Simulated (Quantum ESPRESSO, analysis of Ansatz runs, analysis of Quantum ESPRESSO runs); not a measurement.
## Substitutional N in diamond: charge-transition level, PBE (Quantum ESPRESSO)

How near does this set-up come to the measured charge-transition level? Subject: substitutional N in diamond. Set-up: PBE, GBRV 1.5 PBE, cutoffs x 0.3, 32-site cell, PBE lattice, k: the single point 1/4 1/4 1/4 then 2x2x2 shifted, started with the impurity moved along one bond, dielectric constants 5.7 and 5.7 (handbook). The model is a cell of 32 host atoms with 1 C taken out and 1 N put in. The level is the Fermi energy at which two charge states have equal formation energy, after a correction for the images of the charge.

What was measured. (+1/0) level below the conduction-band bottom: 1.7 eV (quoted in “Hunting the elusive shallow n-type donor – An ab initio study of Li and N co-doped diamond”, 2021, S. Conejeros et al., quoting earlier work (1969)).

Calculated with Quantum ESPRESSO 7.5; Quantum ESPRESSO plane-wave DFT, PBE, GBRV 1.5 PBE potentials; relaxation of all atoms of a defect supercell.

## 1. The starting structure

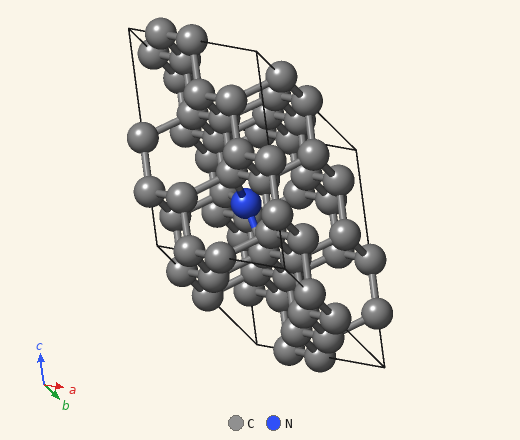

The cell as given, slightly off an axis (carbon grey, nitrogen blue). Some periodic images of atoms are drawn too.

The cell holds 32 atoms: 31 C and 1 N. Its edges and angles: a = 5.841 Å, b = 5.841 Å, c = 5.841 Å, α = 109.5°, β = 109.5°, γ = 109.5°. It derives from C (space group Fd-3m). Nearest the centre at fractional (0.500, 0.500, 0.500): N11 at 0.31 Å, C32 at 1.46 Å, C26 at 1.46 Å, C27 at 1.46 Å, C23 at 1.46 Å, C12 at 2.36 Å, C2 at 2.37 Å, C13 at 2.37 Å. The cell carries charge +1.

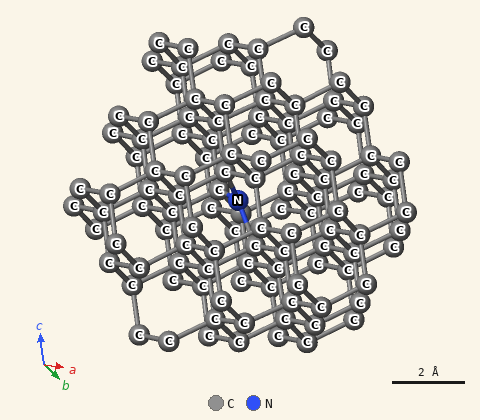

The atoms within 5 Å of the centre.

The host's primitive cell comes from a first run (Quantum ESPRESSO plane-wave DFT, PBE, GBRV 1.5 PBE potentials; relaxation of cell and atoms of a defect-free cell): vectors of 2.384, 2.384 and 2.384 Å. That is 4.79 Å³ an atom, 15.5 % under the diffraction cell's volume. The supercell is built on it.

## 2. Relaxation, charge +1

Every later number rests on the structure around the defect, so the atoms are relaxed at the host's lattice first.

pw.in reads:

```
&CONTROL
  calculation = 'relax'
  prefix = 'pwscf'
  outdir = './tmp'
  pseudo_dir = './pseudo'
  tprnfor = .true.
  disk_io = 'low'
  nstep = 70
  forc_conv_thr = 0.00078
  etot_conv_thr = 0.0001
/
&SYSTEM
  ibrav = 0
  nat = 32
  ntyp = 2
  ecutwfc = 14
  ecutrho = 108
  nbnd = 68
  occupations = 'smearing'
  smearing = 'fd'
  degauss = 0.00073499
  tot_charge = 1
  nosym = .true.
/
&ELECTRONS
  conv_thr = 3d-08
  electron_maxstep = 100
  mixing_beta = 0.5
/
&IONS
  ion_dynamics = 'bfgs'
/
ATOMIC_SPECIES
C     12.0110 c_pbe_v1.2.uspp.F.UPF
N     14.0070 n_pbe_v1.2.uspp.F.UPF
CELL_PARAMETERS angstrom
  -3.3720955389    3.3720955389    3.3720955389
   3.3720955389   -3.3720955389    3.3720955389
   3.3720955389    3.3720955389   -3.3720955389
ATOMIC_POSITIONS crystal
C     -0.0013886320    0.0000672117    0.4964091798
C      0.0031912138    0.2492491171    0.2506079178
C      0.0024367530    0.5038469690    0.0008196547
C      0.0005584271    0.7511740052    0.7472902109
C      0.2497204505   -0.0013745929    0.2462364157
C      0.2471562495    0.2487273961   -0.0038850092
C      0.2519579227    0.5041653183    0.7516599098
C      0.2463549211    0.7480389277    0.4964428181
C      0.4958385479   -0.0020028194   -0.0024733124
C      0.4997007682    0.2480732667    0.7522343805
N      0.4457369352    0.4482976657    0.4453164443
C      0.4993670051    0.7481569437    0.2522384925
C      0.7488639669   -0.0022453450    0.7459807298
C      0.7519649091    0.2521930681    0.4985843765
C      0.7520019152    0.4978095757    0.2499113067
C      0.7530343847    0.7525848827   -0.0002656204
C     -0.0010952199   -0.0035226164    0.2467117848
C     -0.0015323136    0.2515748819   -0.0022855629
C      0.0019963358    0.4980213693    0.7510977185
C     -0.0034022085    0.7486195890    0.4964264989
C      0.2512745175    0.0028465311    0.0038845019
C      0.2489213773    0.2497960405    0.7462785201
C      0.2518408310    0.5039948705    0.5029770183
C      0.2489066205    0.7470138153    0.2510147656
C      0.4968592510    0.0007775561    0.7487130140
C      0.5011159654    0.2521687265    0.5040256370
C      0.4998951104    0.5035703040    0.2513838720
C      0.5038601284    0.7533453929    0.0022950877
C      0.7494963542    0.0017976560    0.5032282892
C      0.7516119507    0.2480082284    0.2516157395
C      0.7533943606    0.5033323204    0.0009507254
C      0.7490663058    0.7516891237    0.7476036457
K_POINTS crystal
1
0.25 0.25 0.25 1.0
```

On the command line:

```bash
$ OMP_NUM_THREADS=1 mpirun -n 4 pw.x -in pw.in > pw.out
```

The program printed:

```text
This program is part of the open-source Quantum ESPRESSO suite
     for quantum simulation of materials; please cite
         "P. Giannozzi et al., J. Phys.:Condens. Matter 21 395502 (2009);
         "P. Giannozzi et al., J. Phys.:Condens. Matter 29 465901 (2017);
         "P. Giannozzi et al., J. Chem. Phys. 152 154105 (2020);
          URL
     in publications or presentations arising from this work. More details at

     Subspace diagonalization in iterative solution of the eigenvalue problem:
     a serial algorithm will be used

     --------------------
     sticks:   dense  smooth     PW     G-vecs:    dense   smooth      PW
     Min         245     130     39                 4869     1848     312
     Max         246     131     40                 4870     1849     314
     Sum         981     523    159                19477     7395    1253

     Using Slab Decomposition

     bravais-lattice index     =            0
     lattice parameter (alat)  =      11.0372  a.u.
     unit-cell volume          =    1035.0378 (a.u.)^3
     number of atoms/cell      =           32
     number of atomic types    =            2
     number of electrons       =       128.00
     number of Kohn-Sham states=           68
     kinetic-energy cutoff     =      14.0000  Ry
     charge density cutoff     =     108.0000  Ry
     scf convergence threshold =      3.0E-08
     mixing beta               =       0.5000
     number of iterations used =            8  plain     mixing
     energy convergence thresh.=      1.0E-04
     force convergence thresh. =      7.8E-04
     Exchange-correlation= SLA  PW   PBE  PBE
                           (   1   4   3   4   0   0   0)
     nstep                     =           70

     celldm(1)=  11.037212  celldm(2)=   0.000000  celldm(3)=   0.000000
     celldm(4)=   0.000000  celldm(5)=   0.000000  celldm(6)=   0.000000

     crystal axes: (cart. coord. in units of alat)
               a(1) = (  -0.577350   0.577350   0.577350 )
               a(2) = (   0.577350  -0.577350   0.577350 )
               a(3) = (   0.577350   0.577350  -0.577350 )

     reciprocal axes: (cart. coord. in units 2 pi/alat)
               b(1) = ( -0.000000  0.866025  0.866025 )
               b(2) = (  0.866025 -0.000000  0.866025 )
               b(3) = (  0.866025  0.866025  0.000000 )

     PseudoPot. # 1 for C  read from file:
     c_pbe_v1.2.uspp.F.UPF
     Pseudo is Ultrasoft + core correction, Zval =  4.0
     Generated by new atomic code, or converted to UPF format
     Using radial grid of  721 points,  4 beta functions with:
                l(1) =   0
                l(2) =   0
                l(3) =   1
                l(4) =   1
     Q(r) pseudized with  8 coefficients,  rinner =    1.100   1.100   1.100

     PseudoPot. # 2 for N  read from file:
     n_pbe_v1.2.uspp.F.UPF
     Pseudo is Ultrasoft + core correction, Zval =  5.0
     Generated by new atomic code, or converted to UPF format
     Using radial grid of  729 points,  4 beta functions with:
                l(1) =   0
                l(2) =   0
                l(3) =   1
                l(4) =   1
     Q(r) pseudized with  8 coefficients,  rinner =    0.900   0.900   0.900

     atomic species   valence    mass     pseudopotential
     C                 4.00    12.01100     C ( 1.00)
     N                 5.00    14.00700     N ( 1.00)

     No symmetry found

   Cartesian axes

     site n.     atom                  positions (alat units)
         1        C      tau(   1) = (   0.2874425   0.2857614  -0.2873649  )
         2        C      tau(   2) = (   0.2867501   0.0026270   0.0010579  )
         3        C      tau(   3) = (   0.2899626  -0.2890161   0.2918298  )
         4        C      tau(   4) = (   0.8648163  -0.0019199   0.0025647  )
         5        C      tau(   5) = (  -0.0028051   0.2871345   0.0012179  )
         6        C      tau(   6) = (  -0.0013359  -0.0031501   0.2885416  )
         7        C      tau(   7) = (   0.5795831   0.2883590   0.0025769  )
         8        C      tau(   8) = (   0.5762688  -0.0030260   0.2874922  )
         9        C      tau(   9) = (  -0.2888568   0.2860009   0.2865442  )
        10        C      tau(  10) = (   0.2890255   0.5795799  -0.0025752  )
        11        N      tau(  11) = (   0.2585820   0.2556251   0.2590675  )
        12        C      tau(  12) = (   0.2892689   0.0019910   0.5746283  )
        13        C      tau(  13) = (  -0.0029610   0.8643453   0.0003683  )
        14        C      tau(  14) = (  -0.0006856   0.5764012   0.2918931  )
        15        C      tau(  15) = (  -0.0024717   0.2910444   0.5772926  )
        16        C      tau(  16) = (  -0.0004129   0.0001062   0.8694230  )
        17        C      tau(  17) = (   0.1410377   0.1438406  -0.1451052  )
[...]
25        C      tau(  25) = (   0.1458568   0.7186826  -0.1449589  )
        26        C      tau(  26) = (   0.1472696   0.4347291   0.1439098  )
        27        C      tau(  27) = (   0.1472584   0.1430147   0.4342145  )
        28        C      tau(  28) = (   0.1453655  -0.1427153   0.7245229  )
        29        C      tau(  29) = (  -0.1411451   0.7222230   0.1432208  )
        30        C      tau(  30) = (  -0.1454853   0.4360262   0.4318606  )
        31        C      tau(  31) = (  -0.1438245   0.1449223   0.7250226  )
        32        C      tau(  32) = (   0.4331435   0.4301149   0.4348324  )

     number of k points=     1  Fermi-Dirac smearing, width (Ry)=  0.0007
                       cart. coord. in units 2pi/alat
        k(    1) = (   0.4330127   0.4330127   0.4330127), wk =   2.0000000

     Dense  grid:    19477 G-vectors     FFT dimensions: (  40,  40,  40)

     Smooth grid:     7395 G-vectors     FFT dimensions: (  27,  27,  27)

     Check: negative core charge=   -0.000012

     Initial potential from superposition of free atoms

     starting charge     128.9987, renormalised to     128.0000
     Starting wfcs are  128 randomized atomic wfcs

     Self-consistent Calculation

     iteration #  1     ecut=    14.00 Ry     beta= 0.50
     Davidson diagonalization with overlap
     ethr =  1.00E-02,  avg # of iterations =  3.0

     total energy              =    -371.95168439 Ry
     estimated scf accuracy    <       2.61906324 Ry

     iteration #  2     ecut=    14.00 Ry     beta= 0.50
     Davidson diagonalization with overlap
     ethr =  2.05E-03,  avg # of iterations =  2.0

     total energy              =    -372.03502749 Ry
     estimated scf accuracy    <       0.48610419 Ry

[...]
ewald contribution        =    -440.03979693 Ry

     convergence has been achieved in   6 iterations

     Forces acting on atoms (cartesian axes, Ry/au):

[...]
Total force =     0.011930     Total SCF correction =     0.000073
     Energy error            =      5.1E-04 Ry
     Gradient error          =      3.8E-03 Ry/Bohr

     number of scf cycles    =   5
     number of bfgs steps    =   4

     energy             old  =    -372.2669729030 Ry
     energy             new  =    -372.2674845410 Ry

     CASE: energy            _new < energy            _old

     new trust radius        =       0.0045687081 bohr
     new conv_thr            =       0.0000000015 Ry

ATOMIC_POSITIONS (crystal)
[...]
NEW-OLD atomic charge density approx. for the potential

     Check: negative core charge=   -0.000012

     Self-consistent Calculation

[...]
Threshold (ethr) on eigenvalues was too large:
     Diagonalizing with lowered threshold

[...]
total energy              =    -372.26756976 Ry
[...]
total energy              =    -372.26756980 Ry
[...]
iteration #  5     ecut=    14.00 Ry     beta= 0.50
[...]
total energy              =    -372.26756981 Ry
     estimated scf accuracy    <          2.8E-09 Ry

     iteration #  6     ecut=    14.00 Ry     beta= 0.50
     Davidson diagonalization with overlap
     ethr =  2.16E-12,  avg # of iterations =  2.0

     End of self-consistent calculation

          k = 0.4330 0.4330 0.4330 (   928 PWs)   bands (ev):

[...]
21.4492  22.9453  22.9472  22.9507

     the Fermi energy is    15.3731 ev

!    total energy              =    -372.26756981 Ry
     estimated scf accuracy    <          1.7E-10 Ry
     smearing contrib. (-TS)   =      -0.00000000 Ry
     internal energy E=F+TS    =    -372.26756981 Ry

     The total energy is F=E-TS. E is the sum of the following terms:
     one-electron contribution =     162.47877116 Ry
     hartree contribution      =      27.98054424 Ry
     xc contribution           =    -122.68694504 Ry
     ewald contribution        =    -440.03994016 Ry

     convergence has been achieved in   6 iterations

     Forces acting on atoms (cartesian axes, Ry/au):

[...]
Total force =     0.004559     Total SCF correction =     0.000026
     Energy error            =      8.5E-05 Ry
     Gradient error          =      1.5E-03 Ry/Bohr

     number of scf cycles    =   6
     number of bfgs steps    =   5

     energy             old  =    -372.2674845410 Ry
     energy             new  =    -372.2675698087 Ry

     CASE: energy            _new < energy            _old

     new trust radius        =       0.0015293585 bohr
     new conv_thr            =       0.0000000003 Ry

ATOMIC_POSITIONS (crystal)
[...]
NEW-OLD atomic charge density approx. for the potential

     Check: negative core charge=   -0.000012

     Self-consistent Calculation

     iteration #  1     ecut=    14.00 Ry     beta= 0.50
     Davidson diagonalization with overlap
     ethr =  1.00E-06,  avg # of iterations =  2.0

     Threshold (ethr) on eigenvalues was too large:
     Diagonalizing with lowered threshold

     Davidson diagonalization with overlap
     ethr =  2.19E-09,  avg # of iterations =  3.0

     total energy              =    -372.26758143 Ry
     estimated scf accuracy    <       0.00000372 Ry

     iteration #  2     ecut=    14.00 Ry     beta= 0.50
     Davidson diagonalization with overlap
     ethr =  2.91E-09,  avg # of iterations =  2.0

     total energy              =    -372.26758184 Ry
     estimated scf accuracy    <       0.00000049 Ry

     iteration #  3     ecut=    14.00 Ry     beta= 0.50
     Davidson diagonalization with overlap
     ethr =  3.86E-10,  avg # of iterations =  2.0

     total energy              =    -372.26758188 Ry
     estimated scf accuracy    <       0.00000009 Ry

     iteration #  4     ecut=    14.00 Ry     beta= 0.50
     Davidson diagonalization with overlap
     ethr =  6.68E-11,  avg # of iterations =  2.0

     total energy              =    -372.26758189 Ry
     estimated scf accuracy    <          5.4E-09 Ry

     iteration #  5     ecut=    14.00 Ry     beta= 0.50
     Davidson diagonalization with overlap
     ethr =  4.25E-12,  avg # of iterations =  2.0

     total energy              =    -372.26758189 Ry
     estimated scf accuracy    <          4.6E-10 Ry

     iteration #  6     ecut=    14.00 Ry     beta= 0.50
     Davidson diagonalization with overlap
     ethr =  3.62E-13,  avg # of iterations =  2.0

     End of self-consistent calculation

          k = 0.4330 0.4330 0.4330 (   928 PWs)   bands (ev):

    -7.5592  -5.2684  -5.2683  -5.2680  -2.8256  -0.7144  -0.7142  -0.7136
    -0.3329  -0.3329  -0.2704  -0.2703  -0.2701  -0.2660  -0.2659  -0.2658
     3.6704   4.3338   4.3339   4.3341   4.8579   4.8580   4.8581   4.8776
     4.8778   4.8780   4.9307   4.9307   8.6265   8.6270   8.6274   8.7134
     9.2745   9.2746   9.3925   9.3929   9.3932   9.4272   9.4273   9.4274
     9.5226   9.5228   9.5230   9.6286  10.9540  10.9544  10.9546  11.2699
    11.2704  11.2706  11.4071  11.4071  11.4750  11.4828  11.4829  11.4834
    14.5590  14.5595  14.5600  15.0259  15.0260  15.0540  15.0545  15.0550
    21.4498  22.9478  22.9481  22.9488

     the Fermi energy is    15.3718 ev

!    total energy              =    -372.26758189 Ry
     estimated scf accuracy    <          2.9E-11 Ry
     smearing contrib. (-TS)   =      -0.00000000 Ry
     internal energy E=F+TS    =    -372.26758189 Ry

     The total energy is F=E-TS. E is the sum of the following terms:
     one-electron contribution =     162.47968634 Ry
     hartree contribution      =      27.98016494 Ry
     xc contribution           =    -122.68693891 Ry
     ewald contribution        =    -440.04049426 Ry

     convergence has been achieved in   6 iterations

     Forces acting on atoms (cartesian axes, Ry/au):

[...]
atom   25 type  1   force =    -0.00006441    0.00006973    0.00023297
     atom   26 type  1   force =    -0.00009520    0.00015426    0.00008125
     atom   27 type  1   force =    -0.00017520    0.00009170    0.00018394
     atom   28 type  1   force =     0.00006848    0.00013668    0.00008103
     atom   29 type  1   force =     0.00004877    0.00006310    0.00011514
     atom   30 type  1   force =    -0.00006353   -0.00024341   -0.00012587
     atom   31 type  1   force =     0.00005753   -0.00002150    0.00011833
     atom   32 type  1   force =     0.00010029    0.00015005    0.00027675

     Total force =     0.001481     Total SCF correction =     0.000012
     Energy error            =      1.2E-05 Ry
     Gradient error          =      5.2E-04 Ry/Bohr

     bfgs converged in   7 scf cycles and   6 bfgs steps
     (criteria: energy <  1.0E-04 Ry, force <  7.8E-04 Ry/Bohr)

     End of BFGS Geometry Optimization

     Final energy             =    -372.2675818883 Ry

     File ./tmp/pwscf.bfgs deleted, as requested
Begin final coordinates

ATOMIC_POSITIONS (crystal)
[...]
C                0.4983651250       -0.0012650876        0.7480543593
C                0.4983759851        0.2437236009        0.4978890754
C                0.4983688009        0.4987338550        0.2428943046
C                0.4983780057        0.7488810439       -0.0021058741
C                0.7485351067       -0.0012695472        0.4978864949
C                0.7483029885        0.2486379187        0.2478073698
C                0.7485407219        0.4987174755       -0.0021005280
C                0.7533771842        0.7537325050        0.7529005279
End final coordinates

=------------------------------------------------------------------------------=
   JOB DONE.
=------------------------------------------------------------------------------=
```

It took 12 s on 4 MPI ranks of Intel Xeon Platinum 8259CL at 2.50GHz (Skylake/Cascade Lake), shared host; peak memory 0.24 GiB; 46 s of CPU time.

The run converged, but on settings that a careful run would not use, so its numbers are not the defect's.

(Continued in part 2 of 4.)

[Logs are printed without paths, hosts, clocks, repeated set-up lines and the standing remarks that a program may print on its own settings, such as how far it seeks lower states.]

[Hosts, paths, dates, database ids (printed as entryN), source tags and the programs' standing remarks are cut or masked in the printed files.]

[For some hosts the program warned that the k-mesh of the response run may be too coarse for force constants and the static dielectric constant; such warnings are not shown here.]
